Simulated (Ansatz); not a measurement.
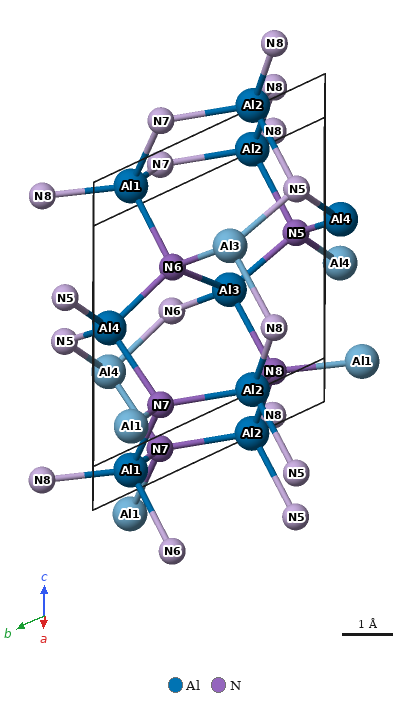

Figure 1. The input geometry (ball-and-stick view of the cell of the calculation, set on other vectors, seen at an oblique angle; neighbours outside the cell are drawn fainter; atoms are numbered from 1 in the order of the input). Near neighbours in the crystal (not all of them lie inside the picture): Al has 4 N at 1.77 to 1.99 Å; N has 4 Al at 1.77 to 1.99 Å.

# AlN (charge +1): single-point calculation (part 1 of 2)

The run: single-point calculation of AlN (8 atoms in the cell, total charge +1). Method and program: DFT, revPBE, plane waves, PAW, spin-polarised (Ansatz 0.2.0).

The structure is a deliberately distorted cell. Figures and captions count atoms from 1; the log counts them from 0 in places.

The program's output
```
Engine: ansatz 0.2.0, aarch64-unknown-linux-gnu
Pseudopotentials: kind: paw
Pseudopotential: Al, paw, valence charge 3, recommended cutoff 420 eV (normal), Al.paw.azcp
Pseudopotential: N, paw, valence charge 5, recommended cutoff 420 eV (normal), N.paw.azcp
Functional definition: revPBE
  parameter kappa = 1.245
  parameter beta = 0.06672455060314922
  exchange = pbe_x(kappa = kappa, mu = beta*pi^2/3)
  correlation = pbe_c(beta = beta)
Crystal: 8 atoms, lattice volume = 80.942 Å³
Basis set: ecut = 500 eV, 2063 PW (Γ), exchange–correlation on 80×48×90 points (8 copies of the dense FFT grid, shifted against one another)
Bands: 24, of which v1, the nominal top of the filled ones, is band 16 counted from 1 (15 counted from 0)
Symmetry: 1 space group operations
Space group: P1 (ITA 1), of the structure as read, at distance tolerance 4.3e-5 Å
Magnetic group: BNS 1.1 (UNI 1), of the structure as read, at distance tolerance 4.3e-5 Å
k-points: 48 of 96 (time reversal used)
Non-local potential: Al, projectors of the file, l = 0: 2, l = 1: 2, l = 2: 1
Non-local potential: N, projectors of the file, l = 0: 2, l = 1: 2, l = 2: 1
PAW form: soft (Blöchl's): semilocal exchange-correlation on the pseudo side does not see the compensation charge
PAW frozen core: Al, regenerated for the run's functional, and the local potential with it (the file was generated under x = pbe(κ = 0.804, μ = 0.2195149727645171), c = pbe(β = 0.06672455060314922))
PAW frozen core: N, regenerated for the run's functional, and the local potential with it (the file was generated under x = pbe(κ = 0.804, μ = 0.2195149727645171), c = pbe(β = 0.06672455060314922))
PAW one-centre angular grid: Al, 110 points (default); XC on 64 Gauss nodes
PAW one-centre angular grid: N, 110 points (default); XC on 64 Gauss nodes
Initial density: superposition of atomic densities (chi_scale 0.1, normalization cell, long waves kept (reshape's long-wave potential 0.01 eV rms))
Starting moments: Σ|m| = 0.3 μB on 1 of 8 sites
Initial wavefunctions: pseudopotential atomic-orbital guess
Functional: x = revpbe(κ = 1.245, μ = 0.2195149727645171), c = pbe(β = 0.06672455060314922)
SCF iter   1: F=—  HF=-3724.073140 eV  |F-HF|=—  |Δ(HF+E_count)|=         —  Δρ=8.66e-2 (↑8.66e-2 ↓8.57e-2)  dr2=2.80e1  dr2_m=9.21e-3  M=0.317 μB ∫|m|=0.331 μB  β_m=0.30  ethr=3.10e-3  ⟨swp⟩=6.7  Hψ=12511  notcnv=0  defer=2
preconditioner: auto → Kerker (q_TF=auto, 2.325 Å⁻¹)  [metal: Δε(μ)=0.007 eV  Ē_g=14.572 eV  σ=0.041 eV  W_gap=0.05  n_scr=14 (ndim 8)  ℏωp=23.0 eV  f_vac=0.000  D(μ)=3.76/eV (n_scr^D=38)]
spin=Collinear: Kerker preconditioning applied to the charge; magnetization (m = ρ↑ − ρ↓) channel mixes plain (no charge-response kernel on spin).
SCF iter   2: F=—  HF=-3718.335002 eV  |F-HF|=—  |Δ(HF+E_count)|=    5.74e0  Δρ=4.65e-2 (↑4.65e-2 ↓4.57e-2)  dr2=8.68e0  dr2_m=5.50e-3  M=0.318 μB ∫|m|=0.330 μB  β_m=0.30  ethr=3.10e-3  ⟨swp⟩=3.0  Hψ=5377  notcnv=0  defer=313
spin-set hold released at iteration 2 (site moments show no strong build): the magnetisation degrees of freedom join the quasi-Newton model from the next iteration; the mixer history was kept
SCF iter   3: F=—  HF=-3715.943779 eV  |F-HF|=—  |Δ(HF+E_count)|=    2.39e0  Δρ=2.00e-2 (↑2.00e-2 ↓1.96e-2)  dr2=7.95e-1  dr2_m=3.11e-3  M=0.306 μB ∫|m|=0.319 μB  β_m=0.30  ethr=3.10e-3  ⟨swp⟩=3.2  Hψ=4444  notcnv=0  defer=313
SCF iter   4: F=—  HF=-3715.882934 eV  |F-HF|=—  |Δ(HF+E_count)|=   6.08e-2  Δρ=1.33e-2 (↑1.33e-2 ↓1.33e-2)  dr2=3.18e-1  dr2_m=2.84e-3  M=0.282 μB ∫|m|=0.297 μB  β_m=0.48  ethr=2.57e-3  ⟨swp⟩=1.2  Hψ=3104  notcnv=0  defer=297
SCF iter   5: F=—  HF=-3715.892599 eV  |F-HF|=—  |Δ(HF+E_count)|=   9.67e-3  Δρ=4.32e-3 (↑3.94e-3 ↓4.32e-3)  dr2=4.11e-2  dr2_m=9.74e-4  M=0.274 μB ∫|m|=0.290 μB  β_m=0.49  ethr=1.02e-3  ⟨swp⟩=2.0  Hψ=2457  notcnv=0  defer=308
SCF iter   6: F=—  HF=-3715.903803 eV  |F-HF|=—  |Δ(HF+E_count)|=   1.12e-2  Δρ=1.52e-3 (↑1.47e-3 ↓1.52e-3)  dr2=4.72e-3  dr2_m=3.73e-4  M=0.267 μB ∫|m|=0.282 μB  β_m=0.75  ethr=1.33e-4  ⟨swp⟩=2.9  Hψ=3412  notcnv=0  defer=308
SCF iter   7: F=—  HF=-3715.909877 eV  |F-HF|=—  |Δ(HF+E_count)|=   6.07e-3  Δρ=5.98e-4 (↑5.98e-4 ↓5.89e-4)  dr2=9.62e-4  dr2_m=4.76e-5  M=0.266 μB ∫|m|=0.281 μB  β_m=0.80  ethr=1.52e-5  ⟨swp⟩=2.0  Hψ=3967  notcnv=0  defer=308
SCF iter   8: F=—  HF=-3715.910068 eV  |F-HF|=—  |Δ(HF+E_count)|=   1.91e-4  Δρ=2.97e-4 (↑2.88e-4 ↓2.97e-4)  dr2=2.04e-4  dr2_m=2.44e-5  M=0.264 μB ∫|m|=0.279 μB  β_m=0.85  ethr=3.10e-6  ⟨swp⟩=2.5  Hψ=3412  notcnv=0  defer=308
SCF iter   9: F=—  HF=-3715.910107 eV  |F-HF|=—  |Δ(HF+E_count)|=   3.88e-5  Δρ=1.77e-4 (↑1.51e-4 ↓1.77e-4)  dr2=4.44e-5  dr2_m=1.14e-5  M=0.262 μB ∫|m|=0.278 μB  β_m=0.92  ethr=6.58e-7  ⟨swp⟩=2.1  Hψ=3100  notcnv=0  defer=308
SCF iter  10: F=—  HF=-3715.910061 eV  |F-HF|=—  |Δ(HF+E_count)|=   4.62e-5  Δρ=9.81e-5 (↑6.88e-5 ↓9.81e-5)  dr2=4.52e-6  dr2_m=4.74e-6  M=0.261 μB ∫|m|=0.276 μB  β_m=0.96  ethr=1.43e-7  ⟨swp⟩=2.3  Hψ=3556  notcnv=0  defer=308
SCF iter  11: F=—  HF=-3715.910069 eV  |F-HF|=—  |Δ(HF+E_count)|=   8.80e-6  Δρ=5.96e-5 (↑5.96e-5 ↓1.84e-5)  dr2=2.51e-6  dr2_m=9.14e-7  M=0.258 μB ∫|m|=0.273 μB  β_m=0.98  ethr=1.46e-8  ⟨swp⟩=2.0  Hψ=3523  notcnv=0  defer=308
SCF iter  12: F=—  HF=-3715.910071 eV  |F-HF|=—  |Δ(HF+E_count)|=   1.36e-6  Δρ=5.00e-5 (↑2.37e-5 ↓5.00e-5)  dr2=4.05e-6  dr2_m=5.74e-7  M=0.257 μB ∫|m|=0.272 μB  β_m=0.99  ethr=8.11e-9  ⟨swp⟩=2.4  Hψ=3522  notcnv=0  defer=308
SCF iter  13: F=—  HF=-3715.910071 eV  |F-HF|=—  |Δ(HF+E_count)|=   6.74e-7  Δρ=2.84e-5 (↑1.86e-5 ↓2.84e-5)  dr2=5.60e-7  dr2_m=2.87e-7  M=0.255 μB ∫|m|=0.270 μB  β_m=0.98  ethr=8.11e-9  ⟨swp⟩=2.4  Hψ=3313  notcnv=0  defer=308
SCF iter  14: F=—  HF=-3715.910072 eV  |F-HF|=—  |Δ(HF+E_count)|=   3.66e-7  Δρ=1.78e-5 (↑1.78e-5 ↓1.72e-5)  dr2=3.07e-8  dr2_m=2.16e-7  M=0.254 μB ∫|m|=0.268 μB  β_m=0.99  ethr=3.23e-10  ⟨swp⟩=12.9  Hψ=16397  notcnv=0
SCF iter  15: F=—  HF=-3715.910072 eV  |F-HF|=—  |Δ(HF+E_count)|=   5.55e-7  Δρ=1.60e-5 (↑1.20e-5 ↓1.60e-5)  dr2=4.04e-8  dr2_m=1.41e-7  M=0.252 μB ∫|m|=0.266 μB  β_m=1.00  ethr=9.91e-11  ⟨swp⟩=8.4  Hψ=12882  notcnv=0
SCF iter  16: F=—  HF=-3715.910073 eV  |F-HF|=—  |Δ(HF+E_count)|=   6.21e-7  Δρ=1.26e-5 (↑1.26e-5 ↓8.91e-6)  dr2=1.43e-7  dr2_m=6.36e-8  M=0.249 μB ∫|m|=0.263 μB  β_m=1.00  ethr=9.91e-11  ⟨swp⟩=9.0  Hψ=15467  notcnv=0
SCF iter  17: F=—  HF=-3715.910073 eV  |F-HF|=—  |Δ(HF+E_count)|=   4.06e-7  Δρ=5.96e-6 (↑4.16e-6 ↓5.96e-6)  dr2=7.55e-8  dr2_m=6.71e-9  M=0.245 μB ∫|m|=0.258 μB  β_m=0.96  ethr=9.91e-11  ⟨swp⟩=6.0  Hψ=14425  notcnv=0
SCF iter  18: F=—  HF=-3715.910073 eV  |F-HF|=—  |Δ(HF+E_count)|=   2.47e-8  Δρ=2.54e-6 (↑2.23e-6 ↓2.54e-6)  dr2=1.86e-8  dr2_m=1.12e-9  M=0.244 μB ∫|m|=0.257 μB  β_m=0.88  ethr=9.91e-11  ⟨swp⟩=7.0  Hψ=11107  notcnv=0
SCF iter  19: F=—  HF=-3715.910073 eV  |F-HF|=—  |Δ(HF+E_count)|=   2.27e-9  Δρ=9.29e-7 (↑8.98e-7 ↓9.29e-7)  dr2=2.90e-9  dr2_m=1.94e-10  M=0.243 μB ∫|m|=0.257 μB  β_m=0.94  ethr=6.00e-11  ⟨swp⟩=6.2  Hψ=10306  notcnv=0
SCF iter  20: F=-3715.910073 eV  HF=-3715.910073 eV  |F-HF|=6.79e-10  |Δ(HF+E_count)|=  7.96e-10  Δρ=5.29e-7 (↑4.47e-7 ↓5.29e-7)  dr2=1.13e-9  dr2_m=2.89e-11  M=0.243 μB ∫|m|=0.257 μB  ethr=9.36e-12  ⟨swp⟩=6.0  Hψ=9487  notcnv=0
SCF 1 converged in 20 iterations: F = -3715.910073 eV  dr2 = 1.13e-9
  greatest PAW one-centre occupation: 0.799 electrons in one spin orbital (limit 2), on the N atom at site 5 (counted from 0), in its partial waves of l = 0
```

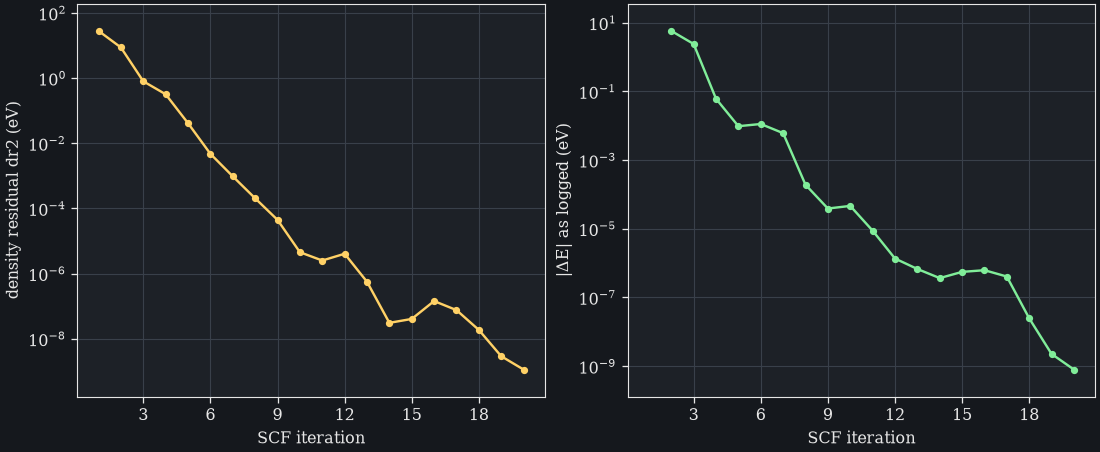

Figure 2. Convergence of the self-consistent field: density residual dr2 and size of the energy change against the SCF iteration. The residual comes down, with one marked jump up, by a factor of about 4, at step 16.

```
SCF converged after 20 iterations
Magnetization: 0.2433 μB (15.6216 up, 15.3784 down)
Absolute magnetization: 0.2573 μB (∫|ρ↑−ρ↓|, with the PAW one-centre terms)
Spin contamination: 0.0059 ħ² per cell (⟨S²⟩ above its minimum at these occupations)
Per-site moments (μB) at R_I (Å): [(0.0009788589130019256, 0.747452608449532), (0.00029317751323121733, 0.7313212592621238), (0.0013192458658419556, 0.7522418260920715), (0.0006442049232417793, 0.7323939432346233), (0.014606935563549292, 0.7323939432346233), (0.09208344525708789, 0.7568394590451087), (0.05016809197145895, 0.747452608449532), (0.018873619132464457, 0.7313212592621238)]
Free energy (F): -3715.910073 eV
Harris-Foulkes:  -3715.910073 eV  (|F-HF|=6.79e-10)
Internal energy: -3715.887568 eV  (E = F + TS)
E sigma→0 (E₀):  -3715.898821 eV
Entropy (-TS):   -0.022505 eV (-2.813 meV/atom)
Fermi energy:    6.950856 eV
--- Per-component energies (eV) ---
  E_band       = 61.059567
  E_kinetic    = 625.976053
  E_local      = -877.924826  (includes V_loc(G=0)·N_el)
  E_nonlocal   = 219.263640
  E_hartree    = 301.785214
  E_xc         = -398.944984
  E_vxc        = -419.650122  (∫ρ·V_xc dr)
  E_paw        = -2391.575736  (= ΣΔE_a)
  E_vpaw       = -90.175639  (= ΣTr[D̂ρ^β])
  E_aug_tail   = 0.000079  (compensation charges beyond the density's cutoff)
  E_ewald      = -1194.354164
  E_core_change = -0.112844  (= ΣΔE_core)
  E_smearing   = -0.022505  (= −TS)
  E_closure    = -0.000000  (closes the sum)
  E_deformation_potential = 17.728915  (in the stress; not in F)
  Σ components = -3715.910073   (vs F -3715.910073, Δ=0.00e0)
--- Forces (eV/Å), atoms counted from 1 ---
  atom   1  Al     0.06613106     1.53949386     0.85271360
  atom   2  Al    -0.79386938    -1.88722328     0.86013754
  atom   3  Al    -1.68771018    -0.09441335     0.64520407
  atom   4  Al     1.43394854     0.38767191     1.10102521
  atom   5  N     -1.35335786    -0.33217314    -1.57048387
  atom   6  N      1.98637700     0.20454677    -0.60030969
  atom   7  N      0.60583628    -0.97321771    -0.09197061
  atom   8  N     -0.25735256     1.15531491    -1.19632043
  max |Σ_I F_I| component: 4.18e-6 eV/Å
--- Stress (GPa, compression-positive) ---
       35.754070       1.829451      -1.250610
        1.829513      39.038559      -0.809403
       -1.250604      -0.809307      15.090717
  P = ⅓ Tr σ = 29.9611 GPa (299.611 kbar)
--- Band table (eV; the first three rows and the last of 96) ---
  k-point 0 ↑: bands = ["-7.9082", "-6.0084", "-5.7724", "-5.5474", "1.5328", "1.9547", "2.1140", "5.6402", "5.6991", "5.8821", "6.2055", "6.3657", "6.5561", "6.8612", "7.0408", "7.3345", "12.1268", "13.1050", "13.4448", "15.0168", "16.9126", "17.4932", "18.0859", "18.8383"]
  k-point 1 ↑: bands = ["-7.5864", "-6.5115", "-6.0088", "-5.3535", "2.0200", "2.6272", "2.8392", "4.4429", "5.3442", "5.5832", "6.1762", "6.2148", "6.4800", "6.6971", "6.8651", "7.0386", "12.9770", "13.6497", "13.9566", "15.0493", "16.6741", "17.5327", "17.7924", "18.5547"]
```
